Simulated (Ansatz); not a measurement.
Consider Se.

```
CELL_PARAMETERS angstrom
4.06815 0.00000 0.00000
-2.03407 3.52312 0.00000
0.00000 0.00000 5.12773
ATOMIC_POSITIONS crystal
Se 0.24735 0.00000 0.33333
Se 0.00000 0.24735 0.66667
Se 0.75265 0.75265 0.00000
```

Space group P3₁21.

The calculation used DFT PBE+D3(BJ), scalar-relativistic, plane waves, PAW in Ansatz 0.2.0.

**Predict the valence pseudo-density and electron localisation function between the atoms.**

Se–Se (2.44 Å): ρ is about 0.58 e/Å³ halfway; the ELF peaks at about 0.70 between the atoms.

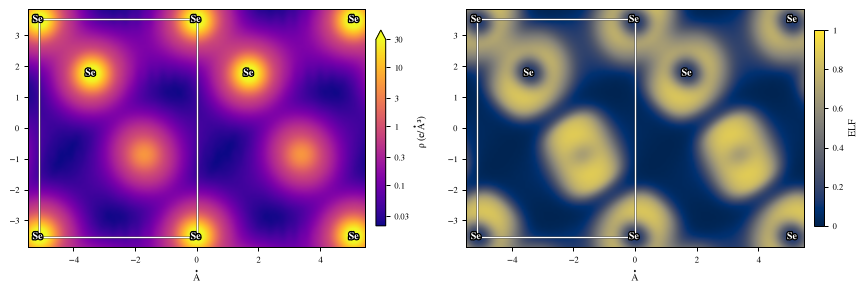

Computed valence pseudo-density and electron localisation function on the (110) plane of the conventional cell, in this order. Atoms just off the plane (Se, 0.5 Å away) can leave unmarked features too.
